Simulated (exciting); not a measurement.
Consider LiF (Griceite), space group Fm-3m.

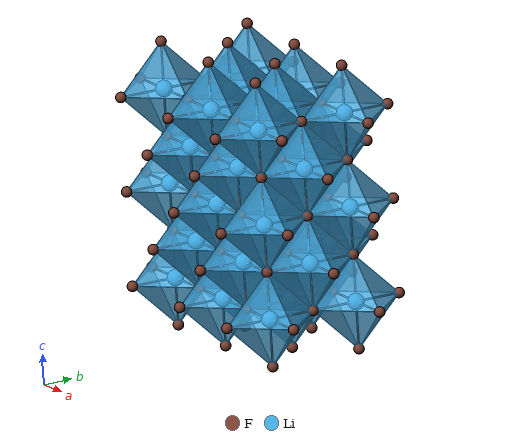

The structure (fluorine brown, lithium blue). 2×1×2 conventional cells are drawn. Some periodic images of atoms are drawn too.

```
F Li
1.0
     0.00000    2.01400    2.01400
     2.01400    0.00000    2.01400
     2.01400    2.01400    0.00000
F Li
1 1
Cartesian
  2.0140 2.0140 2.0140
  0.0000 0.0000 0.0000
```

Absorber: atom 1, with 6 Li at 2.01 Å (octahedral, site symmetry m-3m). Method: exciting, all-electron LAPW+lo, LDA, exchange and screened direct term (singlet BSE), 6×6×6 shifted k points, 9 conduction bands, |G+q| up to 3 bohr⁻¹, full RPA screening with nempty = 27, Lorentzian half width 0.45 eV.

Question: What does the F K spectrum look like, and is there a bound core exciton?

Bound core exciton? Yes on this mesh: the first bright state (over 5 % of the brightest) lies at -1.08 eV from the Kohn–Sham onset and at -1.24 eV from the lowest bare transition of its own mesh; weaker or dark states reach down to -2.90 eV. Maxima (height): -1.1 eV (1.00) and 7.2 eV (0.21).

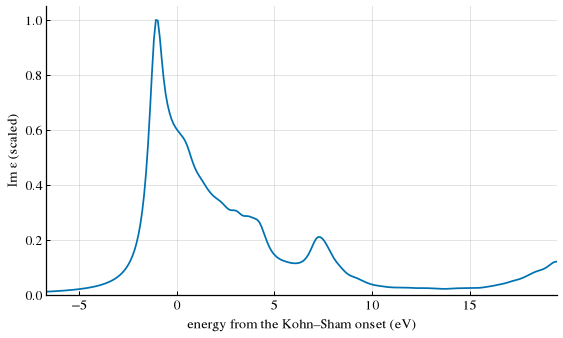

Energy from the Kohn–Sham onset, core level to the lowest empty state found on the meshes used; Im ε in relative units.

Binding energies aren't converged on 216 k points. Exchange and the short-range direct term aren't converged in the kernel cutoff. The zero comes from the unshifted 6×6×6 ground-state mesh; it is exact only where the band minimum lies on that mesh. The structure is a published determination, not relaxed.

[Banner, clock and machine lines of the logs are left out without a mark of their own.]

[Logs are printed without paths, hosts, clocks, repeated set-up lines and the standing remarks that a program may print on its own settings, such as how far it seeks lower states.]

[Hosts, paths, dates, database ids (printed as entryN), source tags and the programs' standing remarks are cut or masked in the printed files.]
